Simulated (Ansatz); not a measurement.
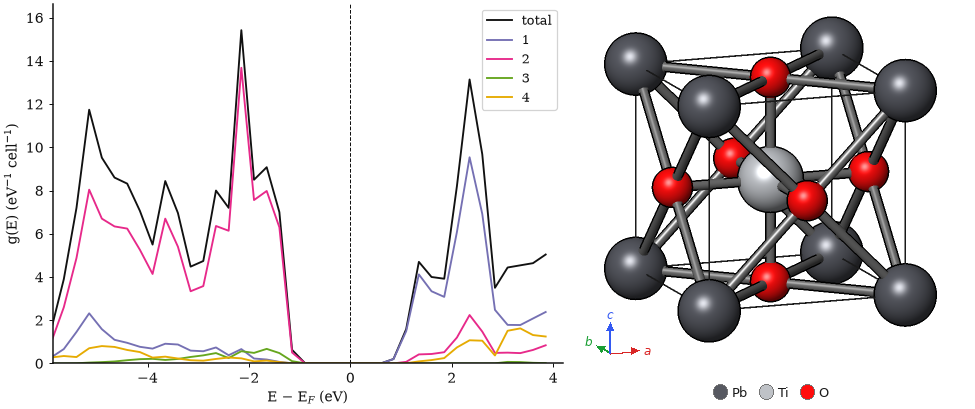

Density of states, beside the structure. Energies are counted from the Fermi level. The partial curves are projected on Löwdin-orthogonalised atomic shells.

System: TiPbO3, space group Pm-3m, 10 atoms in the cell; a = 3.94 Å, b = 3.94 Å, c = 7.89 Å, α = 90.00°, β = 90.00°, γ = 90.00°.

Computed with Ansatz: DFT with PBE, PAW plane waves, Ueff = 1.02 eV on Ti d, spin-polarised, 6×6×3 k mesh, 420 eV cutoff.

### Assign each number in the legend. The candidates: O 2p, Pb 6p, Pb 6s, Ti 3d.

1 is Ti 3d; 2 is O 2p; 3 is Pb 6s; 4 is Pb 6p.

### Metal or insulator, going by the density of states?

There is a gap; over the k points computed it is 1.75 eV.

The run started without moments. Spin-orbit coupling is left out, which matters for Pb.
